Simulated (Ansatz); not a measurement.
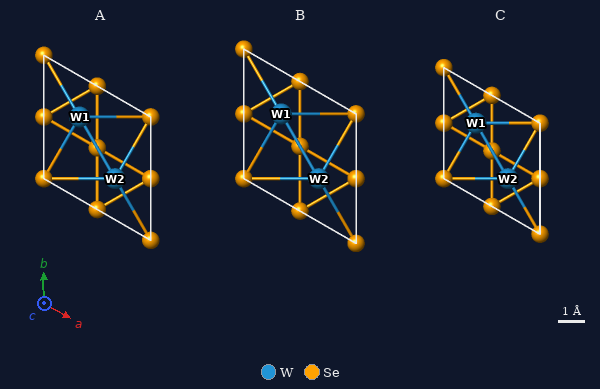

3 geometries from one relaxation of solid WSe2 (a generated structure, set up in P6mm) (coarse preliminary run), in shuffled order. The picture is a ball-and-stick view of the cell of the calculation, seen along the c axis.

Method: DFT PBE, scalar-relativistic, plane waves, PAW (Ansatz). Set-up: plane-wave cutoff 420 eV; k-point mesh 6 × 6 × 2; occupations gaussian; smearing width 0.1 eV; no spin polarisation; cell and atoms relaxed; force threshold 0.04 eV/Å; at most 70 steps.

Question: Order the frames from highest to lowest energy.

Answer: C, A, B. They are steps 0, 3, 7, at +1128 meV per atom, +91.7 meV per atom relative to the last. The largest moves relative to the cell, 0.48 Å, are those of W atoms. By element the largest moves are W 0.48 Å, Se 0.24 Å. The drawn cell changes as follows: a = b 4.436 → 5.176 Å (+16.7 %), c 9.003 → 8.296 Å (−7.9 %); the volume changes by +25.5 %. Near-neighbour distances that change, for instance: Se–W 3.283 → 2.555 Å, Se–W 2.567 → 3.114 Å, W–W 2.561 → 2.988 Å, Se–Se 2.218 → 2.588 Å. Bond angles that change, for instance: W–Se–W 172.2° → 147.3°, W–Se–Se 109.7° → 120.4°, W–Se–Se 70.3° → 59.6°. The space group stays P6mm (No. 183). After 6 accepted moves (7 points after the start) the energy has fallen by 1128 meV per atom. Largest force component: 0.93 eV/Å at the start, 0.011 eV/Å at the end. Pressure: 30.36 GPa at the start and 0.07 GPa at the end. At 1 point the geometry stayed and the basis and grid were re-selected for the new cell (energy shift of 6.0 meV per atom at most each time).
